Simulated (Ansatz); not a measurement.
Run report: NiSi$_{2}$, single-point calculation

- system: NiSi$_{2}$ (Fm-3m, 3 atoms in the cell)
- method: DFT PBEsol, scalar-relativistic, plane waves, PAW, spin-polarised (Ansatz 0.2.0)

The structure derives from an entry of the Crystallography Open Database. Figures and captions count atoms from 1; the log counts them from 0 in places.

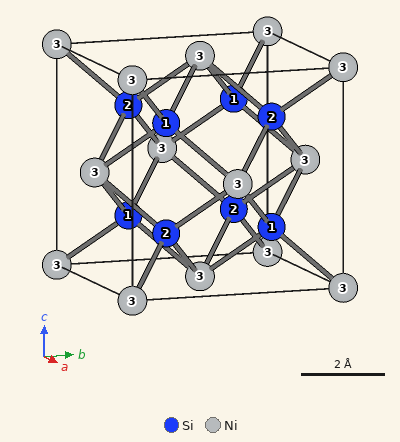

Figure 1. The input geometry (ball-and-stick view of the cell 4 times as large as that of the calculation, set on its symmetry axes, seen slightly off an axis; atoms are numbered from 1 in the order of the input). An atom can appear more than once, as a periodic image.

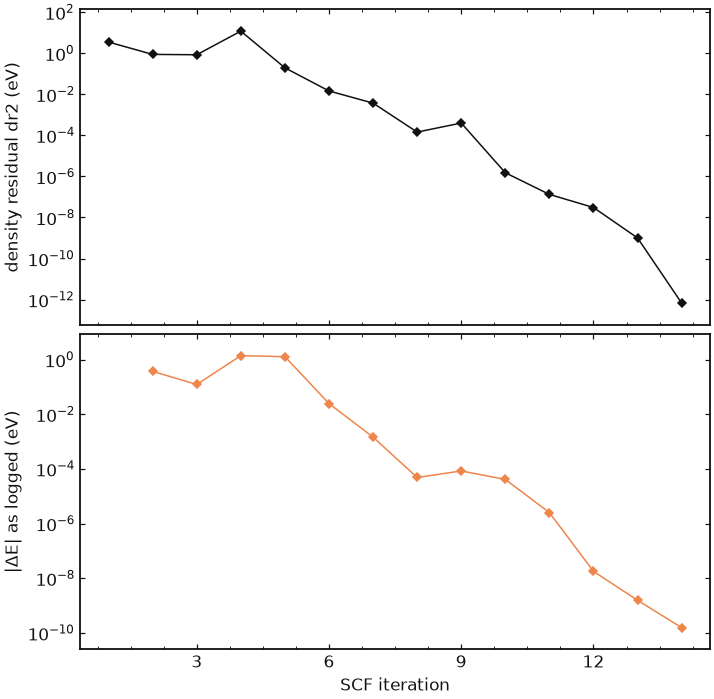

Figure 2. Convergence of the self-consistent field: density residual dr2 and size of the energy change against the SCF iteration. The residual falls unevenly and jumps up by a factor of two or more 2 times on the way down.

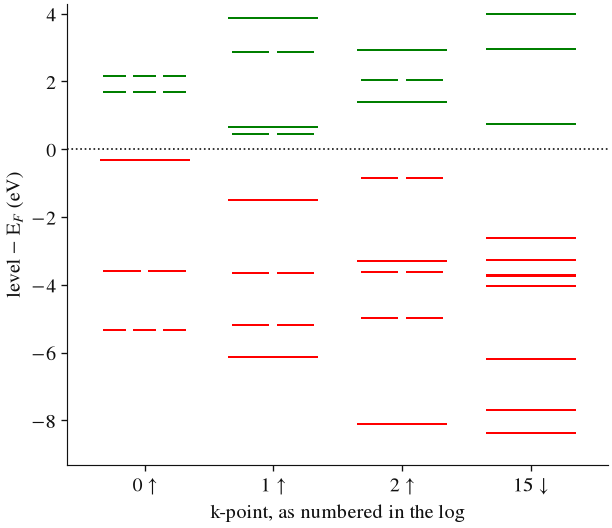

Figure 3. Kohn–Sham levels near the Fermi level (dotted) at the few k-points that the log prints; levels within 0.02 eV of each other stand side by side. The system is metallic on the full mesh.

The input that produced these results follows, with the program's output.

## Input file
```yaml
crystal:
  lattice:
    - [0.0, 2.6975, 2.6975]
    - [2.6975, 0.0, 2.6975]
    - [2.6975, 2.6975, 0.0]
  atoms:
    - { symbol: Si, position: [0.25, 0.25, 0.25] }
    - { symbol: Si, position: [0.75, 0.75, 0.75] }
    - { symbol: Ni, position: [0.0, 0.0, 0.0], spin: 2.0 }
basis:
  ecutwfc: 420
kpoints:
  mp_grid: { grid: [6, 6, 6] }
hamiltonian:
  xc: pbesol
scf:
  occupations: { method: gaussian, width: 0.1 }
  lower_state_search: "off"
output:
  forces: true
  stress: true
  eigenvalues: true
  populations: true
magnetization:
  spin_polarized: true
```

Run as:
```bash
ansatz run input.yaml --threads 2 --pin off --max-ram 5120MiB --backend cpu --events-out ev --progress --plain --runs-dir out
```

## What the program printed
```
Engine: ansatz 0.2.0, x86_64-unknown-linux-gnu
Pseudopotentials: kind: paw
Pseudopotential: Si, paw, valence charge 4, recommended cutoff 420 eV (normal), Si.paw.azcp
Pseudopotential: Ni, paw, valence charge 18, recommended cutoff 420 eV (normal), Ni.paw.azcp
Functional definition: PBEsol
  exchange = pbesol_x
  correlation = pbesol_c
Crystal: 3 atoms, lattice volume = 39.257 Å³
Basis set: ecut = 420 eV, 749 PW (Γ), exchange–correlation on 54×54×54 points (8 copies of the dense FFT grid, shifted against one another)
Bands: 18, of which v1, the nominal top of the filled ones, is band 13 counted from 1 (12 counted from 0)
Symmetry: 48 space group operations
Space group: Fm-3m (ITA 225), of the structure as read, at distance tolerance 3.4e-5 Å
Magnetic group: BNS 225.116 (UNI 1618), of the structure as read, at distance tolerance 3.4e-5 Å
k-points: 16 of 216
Non-local potential: Si, projectors of the file, l = 0: 2, l = 1: 2, l = 2: 2
Non-local potential: Ni, projectors of the file, l = 0: 3, l = 1: 2, l = 2: 3, l = 3: 1
PAW form: soft (Blöchl's): semilocal exchange-correlation on the pseudo side does not see the compensation charge
PAW frozen core: Si, regenerated for the run's functional, and the local potential with it (the file was generated under x = pbe(κ = 0.804, μ = 0.2195149727645171), c = pbe(β = 0.06672455060314922))
PAW frozen core: Ni, regenerated for the run's functional, and the local potential with it (the file was generated under x = pbe(κ = 0.804, μ = 0.2195149727645171), c = pbe(β = 0.06672455060314922))
PAW one-centre angular grid: Si, 110 points (default); XC on 64 Gauss nodes
PAW one-centre angular grid: Ni, 590 points (default); XC on 64 Gauss nodes
Initial density: superposition of atomic densities (chi_scale 0.1, normalization cell)
Starting moments: Σ|m| = 2 μB on 1 of 3 sites
Initial wavefunctions: pseudopotential atomic-orbital guess
Functional: x = pbesol(κ = 0.804, μ = 0.12345679012345678), c = pbesol(β = 0.046)
SCF iter   1: F=—  HF=-7049.415777 eV  |F-HF|=—  |Δ(HF+E_count)|=         —  Δρ=1.54e-1 (↑8.60e-2 ↓1.54e-1)  dr2=3.49e0  dr2_m=4.96e0  M=0.225 μB ∫|m|=0.506 μB  β_m=0.30  ethr=3.10e-3  ⟨swp⟩=5.2  Hψ=2765  notcnv=0
preconditioner: auto → Kerker (q_TF=auto, 2.547 Å⁻¹)  [metal: Δε(μ)=0.016 eV  Ē_g=9.591 eV  σ=0.100 eV  W_gap=0.09  n_scr=14 (ndim 8)  ℏωp=25.1 eV  f_vac=0.000  D(μ)=1.21/eV (n_scr^D=14)]
spin=Collinear: Kerker preconditioning applied to the charge; magnetization (m = ρ↑ − ρ↓) channel mixes plain (no charge-response kernel on spin).
SCF iter   2: F=—  HF=-7049.046271 eV  |F-HF|=—  |Δ(HF+E_count)|=   3.70e-1  Δρ=1.25e-1 (↑1.25e-1 ↓9.78e-2)  dr2=8.75e-1  dr2_m=4.29e0  M=0.291 μB ∫|m|=0.656 μB  β_m=0.30  ethr=3.10e-3  ⟨swp⟩=2.2  Hψ=1145  notcnv=0  defer=20
Mixer restart at iter 2: flushing history
spin-set hold released at iteration 2 (the charge has settled, or the pull on large starting moments outlasts its swing): the magnetisation degrees of freedom join the quasi-Newton model from the next iteration; the mixer history was flushed
SCF iter   3: F=—  HF=-7049.169605 eV  |F-HF|=—  |Δ(HF+E_count)|=   1.23e-1  Δρ=9.84e-2 (↑8.02e-2 ↓9.84e-2)  dr2=8.41e-1  dr2_m=2.79e0  M=0.187 μB ∫|m|=0.506 μB  β_m=0.65  ethr=3.10e-3  ⟨swp⟩=2.3  Hψ=867  notcnv=0  defer=20
SCF iter   4: F=—  HF=-7050.563124 eV  |F-HF|=—  |Δ(HF+E_count)|=    1.39e0  Δρ=1.35e-1 (↑1.35e-1 ↓8.66e-2)  dr2=1.19e1  dr2_m=2.17e-1  M=0.044 μB ∫|m|=0.267 μB  β_m=0.22  ethr=3.10e-3  ⟨swp⟩=3.2  Hψ=1371  notcnv=0  defer=19  recentre
SCF iter   5: F=—  HF=-7049.287262 eV  |F-HF|=—  |Δ(HF+E_count)|=    1.28e0  Δρ=4.94e-2 (↑4.94e-2 ↓4.08e-2)  dr2=1.94e-1  dr2_m=6.96e-1  M=0.130 μB ∫|m|=0.320 μB  β_m=0.46  ethr=3.10e-3  ⟨swp⟩=2.5  Hψ=1380  notcnv=0  defer=19
SCF iter   6: F=—  HF=-7049.311859 eV  |F-HF|=—  |Δ(HF+E_count)|=   2.46e-2  Δρ=7.43e-3 (↑7.43e-3 ↓2.54e-3)  dr2=1.45e-2  dr2_m=7.19e-3  M=0.030 μB ∫|m|=0.075 μB  β_m=0.70  ethr=7.47e-4  ⟨swp⟩=2.5  Hψ=1196  notcnv=0  defer=20
SCF iter   7: F=—  HF=-7049.313307 eV  |F-HF|=—  |Δ(HF+E_count)|=   1.45e-3  Δρ=1.98e-3 (↑1.98e-3 ↓1.34e-3)  dr2=3.72e-3  dr2_m=8.99e-5  M=0.007 μB ∫|m|=0.014 μB  β_m=0.85  ethr=5.58e-5  ⟨swp⟩=2.0  Hψ=800  notcnv=0  defer=20
SCF iter   8: F=—  HF=-7049.313259 eV  |F-HF|=—  |Δ(HF+E_count)|=   4.86e-5  Δρ=3.39e-4 (↑3.06e-4 ↓3.39e-4)  dr2=1.44e-4  dr2_m=3.43e-6  M=0.002 μB ∫|m|=0.002 μB  β_m=0.92  ethr=1.43e-5  ⟨swp⟩=1.7  Hψ=649  notcnv=0  defer=20
SCF iter   9: F=—  HF=-7049.313342 eV  |F-HF|=—  |Δ(HF+E_count)|=   8.39e-5  Δρ=6.37e-4 (↑5.58e-4 ↓6.37e-4)  dr2=3.98e-4  dr2_m=5.83e-7  M=0.000 μB ∫|m|=0.001 μB  β_m=0.92  ethr=5.53e-7  ⟨swp⟩=2.0  Hψ=836  notcnv=0  defer=20
SCF iter  10: F=—  HF=-7049.313301 eV  |F-HF|=—  |Δ(HF+E_count)|=   4.12e-5  Δρ=6.33e-5 (↑2.90e-5 ↓6.33e-5)  dr2=1.51e-6  dr2_m=1.17e-7  M=-0.000 μB ∫|m|=0.000 μB  β_m=0.96  ethr=5.53e-7  ⟨swp⟩=2.2  Hψ=753  notcnv=0  defer=20
SCF iter  11: F=—  HF=-7049.313299 eV  |F-HF|=—  |Δ(HF+E_count)|=   2.52e-6  Δρ=2.86e-5 (↑2.86e-5 ↓7.08e-6)  dr2=1.33e-7  dr2_m=1.08e-7  M=-0.000 μB ∫|m|=0.000 μB  β_m=0.98  ethr=5.81e-9  ⟨swp⟩=2.3  Hψ=856  notcnv=0  defer=20
iter 12 did not close the SCF: its close was put off for a magnetic moment that had not settled (scf_convergence_deferred on its scf_iter line)
SCF iter  12: F=-7049.313299 eV  HF=-7049.313299 eV  |F-HF|=2.31e-8  |Δ(HF+E_count)|=   1.78e-8  Δρ=1.23e-5 (↑1.23e-5 ↓2.09e-6)  dr2=3.06e-8  dr2_m=1.81e-8  M=-0.000 μB ∫|m|=0.000 μB  β_m=0.99  ethr=3.85e-10  ⟨swp⟩=7.3  Hψ=2543  notcnv=0
iter 13 did not close the SCF: its close was put off for a magnetic moment that had not settled (scf_convergence_deferred on its scf_iter line)
SCF iter  13: F=-7049.313299 eV  HF=-7049.313299 eV  |F-HF|=6.41e-10  |Δ(HF+E_count)|=   1.55e-9  Δρ=2.54e-6 (↑2.54e-6 ↓7.76e-7)  dr2=1.01e-9  dr2_m=9.55e-10  M=-0.000 μB ∫|m|=0.000 μB  β_m=1.00  ethr=1.18e-10  ⟨swp⟩=2.1  Hψ=1638  notcnv=0
SCF iter  14: F=-7049.313299 eV  HF=-7049.313299 eV  |F-HF|=0.00e0  |Δ(HF+E_count)|=  1.55e-10  Δρ=5.69e-8 (↑5.34e-8 ↓5.69e-8)  dr2=6.80e-13  dr2_m=8.72e-13  M=-0.000 μB ∫|m|=0.000 μB  ethr=3.87e-12  ⟨swp⟩=1.1  Hψ=1379  notcnv=0
WARN: the starting moments were not kept: the SCF closed with an absolute magnetisation of 8.1e-7 μB, where they sum to 2 μB in size (1 site). That is at most 0.1 of that sum. Measured as dr2_m measures the in/out step, that magnetisation stands 4.9e-13 eV from none, at or under the dr2_threshold of 1.0e-7 eV: it is no larger than a step whose dr2_m would equal this threshold. The system may hold no moment; this SCF shows only that its start led to no more than that. To try another start: raise the starting moments (crystal.atoms[].spin, magnetization.per_species, magnetization.initial_magnetization, or on a non-collinear deck that types none of these the spinor_matrix: blocks that start its atoms; where the total moment is fixed, keep their sum and leave initial_magnetization as it is; typed ones take the place of any that the run laid by itself, positive ones on a crystal's lanthanoids without a Hubbard term where scf.initial_density.shell_occupations: [] is typed) or, if the notice of its spin-set hold's release reads "site moments contracting" or "site moments show no strong build", lengthen the hold (scf.mixing.spin_hold: { on: { confirm: 4 } }; for m-r²SCAN on two components see the key's manual first). Each may lead to a state that holds a moment. A second SCF, from the converged charge density, with the starting moments and any scf.initial_density.shell_occupations laid on it anew, would have followed, and was not run: the deck does not ask for one (magnetization.retry_lost_moments is false, the default). To let it run, set magnetization.retry_lost_moments: true and run the deck again, where that key's refused combinations let it; where memory then withholds it, that run's warning says so.
SCF 1 converged in 14 iterations: F = -7049.313299 eV  dr2 = 6.80e-13
  greatest PAW one-centre occupation: 1.001 electrons in one spin orbital (limit 2), on the Ni atom at site 2 (counted from 0), in its partial waves of l = 1
SCF converged after 14 iterations
Magnetization: -0.0000 μB (13.0000 up, 13.0000 down)
Absolute magnetization: 0.0000 μB (∫|ρ↑−ρ↓|, with the PAW one-centre terms)
Spin contamination: 0.0000 ħ² per cell (⟨S²⟩ above its minimum at these occupations)
Per-site moments (μB) at R_I (Å): [(-1.3761784045872844e-7, 0.9636427047672658), (-1.3761784036781372e-7, 0.9636427047672658), (-3.6601742109331334e-7, 0.9636427047672658)]
Free energy (F): -7049.313299 eV
Harris-Foulkes:  -7049.313299 eV  (|F-HF|=0.00e0)
Internal energy: -7049.306475 eV  (E = F + TS)
E sigma→0 (E₀):  -7049.309887 eV
Entropy (-TS):   -0.006824 eV (-2.275 meV/atom)
Fermi energy:    13.355969 eV
--- Per-component energies (eV) ---
  E_band       = -342.988284
  E_kinetic    = 371.463275
  E_local      = -4898.956385  (includes V_loc(G=0)·N_el)
  E_nonlocal   = 681.125739
  E_hartree    = 2117.374567
  E_xc         = -198.474445
  E_vxc        = -209.189608  (∫ρ·V_xc dr)
  E_paw        = -2589.097142  (= ΣΔE_a)
  E_vpaw       = -522.180880  (= ΣTr[D̂ρ^β])
  E_aug_tail   = 0.000454  (compensation charges beyond the density's cutoff)
  E_ewald      = -2533.002948
  E_core_change = 0.260410  (= ΣΔE_core)
  E_smearing   = -0.006824  (= −TS)
  E_closure    = -0.000000  (closes the sum)
  Σ components = -7049.313299   (vs F -7049.313299, Δ=0.00e0)
--- Forces (eV/Å), atoms counted from 1 ---
  atom   1  Si    -0.00000000    -0.00000000    -0.00000000
  atom   2  Si     0.00000000    -0.00000000     0.00000000
  atom   3  Ni    -0.00000000     0.00000000    -0.00000000
  max |Σ_I F_I| component: 3.70e-17 eV/Å
--- Stress (GPa, compression-positive) ---
        0.123109      -0.000000       0.000000
       -0.000000       0.123109       0.000000
        0.000000       0.000000       0.123109
  P = ⅓ Tr σ = 0.1231 GPa (1.231 kbar)
--- Band table (eV; the first three rows and the last of 32) ---
  k-point 0 ↑: bands = ["-91.0306", "-51.5772", "-51.5772", "-51.5772", "-0.6408", "8.0374", "8.0374", "8.0374", "9.7572", "9.7572", "13.0498", "15.0394", "15.0394", "15.0394", "15.5083", "15.5083", "15.5083", "17.9972"]
  k-point 1 ↑: bands = ["-91.0306", "-51.5774", "-51.5772", "-51.5772", "-0.2279", "7.2401", "8.1612", "8.1612", "9.6939", "9.6939", "11.8591", "13.8147", "13.8147", "14.0147", "16.2316", "16.2316", "17.2421", "17.6883"]
  k-point 2 ↑: bands = ["-91.0306", "-51.5779", "-51.5773", "-51.5773", "0.9789", "5.2531", "8.3863", "8.3863", "9.7316", "9.7316", "10.0718", "12.5198", "12.5198", "14.7531", "15.4036", "15.4036", "16.2929", "20.0318"]
  k-point 15 ↓: bands = ["-91.0306", "-51.5780", "-51.5777", "-51.5775", "3.8275", "4.9801", "5.6648", "7.1633", "9.3078", "9.6239", "9.6609", "10.0930", "10.7324", "14.1064", "16.3031", "17.3490", "20.4671", "21.7103"]
--- Löwdin populations: 3 sites ---
  site symbol       q [e]    m [muB]
     0     Si      4.0692    -0.0000
     1     Si      4.0692    -0.0000
     2     Ni     17.4938    -0.0000
  spilling = 0.014148 (of n_electrons = 26.000000)
```

## File populations.tsv
```
# site	symbol	l	j	q_up	q_dn
# orbitals = lowdin
# n_electrons = 26.000000
# spilling = 0.014148
0	Si	0_3S	-	0.651209	0.651209
0	Si	1_3P	-	1.383373	1.383373
1	Si	0_3S	-	0.651209	0.651209
1	Si	1_3P	-	1.383373	1.383373
2	Ni	0_3S	-	0.991818	0.991818
2	Ni	0_4S	-	0.293919	0.293919
2	Ni	1_3P	-	2.997471	2.997471
2	Ni	2_3D	-	4.463703	4.463703
```

## Summary

```json
{"quantity": "outcome", "value": "converged"}
{"quantity": "space group (tolerance 0.01 Å)", "value": "Fm-3m (225)"}
{"quantity": "electrons treated", "value": "26"}
{"quantity": "free energy", "value": "−7049.3133 eV"}
{"quantity": "Fermi energy", "value": "13.356 eV"}
{"quantity": "gap on the k-point mesh", "value": "none (metallic)"}
{"quantity": "net moment of the cell", "value": "0.00 μB"}
{"quantity": "integrated absolute moment", "value": "0.00 μB"}
{"quantity": "pressure", "value": "0.12 GPa"}
{"quantity": "largest force (length of the vector)", "value": "under 0.001 eV/Å"}
{"quantity": "hardware", "value": "2 threads of Intel Xeon (Sapphire Rapids), 32 GiB of memory available, shared host"}
{"quantity": "wall time", "value": "1.7 s (CPU time 2.6 s)"}
{"quantity": "peak memory", "value": "0.33 GiB"}
```

## Remarks

The program warns: some starting moments were not kept.
